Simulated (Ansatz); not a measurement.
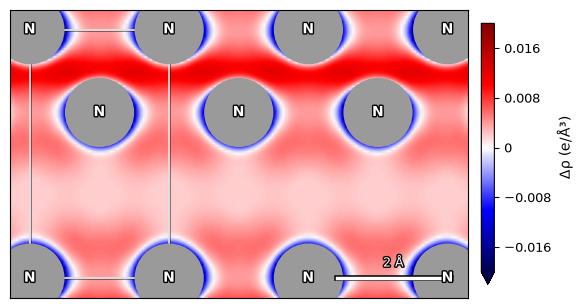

N: difference of two self-consistent densities at the same geometry, ρ(HSE06) − ρ(PBE), on the (110) plane of the conventional cell. Grey discs cover the cores, where the PAW densities can't be compared. Cores are masked to 0.6 Å (N).

Space group P6_3/mmc. The cell comes from a database of computed structures, not from a measurement.

Both runs: Ansatz, scalar-relativistic, plane waves and PAW, same cutoff, k-points and PAW files (made with PBE).

**What differs between the two levels of theory?**

Against PBE, and outside the masked cores, the largest gain, 0.012 e/Å³, lies 1.0 Å from a nitrogen nucleus, and the largest loss lies at the edge of the masked core of N. At this volume the pressure is 10 GPa with PBE and roughly −4 GPa with HSE06.
